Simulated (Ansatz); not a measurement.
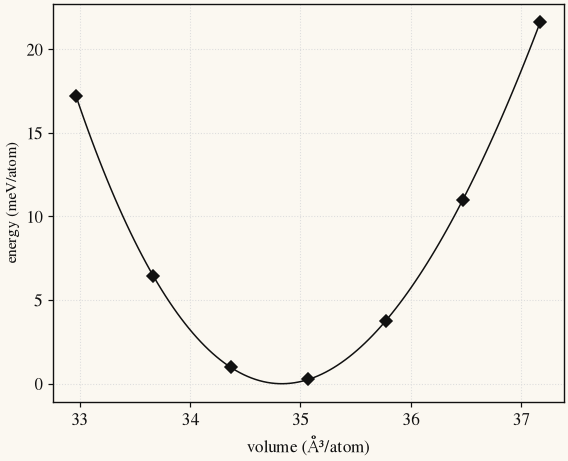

The figure shows the energy against volume for Bi, space group R-3m (No. 166).

Starting cell:
```yaml
crystal:
  lattice:
    - [2.26750, 1.30914, 3.93800]
    - [-2.26750, 1.30914, 3.93800]
    - [0.00000, -2.61828, 3.93800]
  atoms:
    - { symbol: Bi, position: [0.76600, 0.76600, 0.76600] }
    - { symbol: Bi, position: [0.23400, 0.23400, 0.23400] }
```

Calculation (Ansatz 0.2.0): all-electron LAPW DFT, no spin polarisation; energies at scaled volumes of the given cell, shape and fractions fixed, counted from the fit's minimum, third-order Birch-Murnaghan fit. Level: PBEsol.

```tsv
setting	value
k mesh	7×7×7
occupations	Fermi–Dirac
smearing width	0.05 eV
potentials	all electron LAPW, scalar relativistic
program settings	basis error eV/atom 0.0005
```

From this curve and the settings, what does the calculation give for the pressure at the same points?

The pressure falls from 3.12 GPa at volume 32.97 Å³/atom to −2.78 GPa at 37.17 Å³/atom, and changes sign near 34.84 Å³/atom.

| volume (Å³/atom) | pressure (GPa) |
| --- | --- |
| 32.97 | 3.12 |
| 33.67 | 1.83 |
| 34.37 | 0.69 |
| 35.07 | −0.33 |
| 35.77 | −1.24 |
| 36.47 | −2.06 |
| 37.17 | −2.78 |

Note: spin-orbit coupling left out, heavy elements; shape and atomic fractions are frozen while scaling, which makes layered, chain and framework solids too stiff.
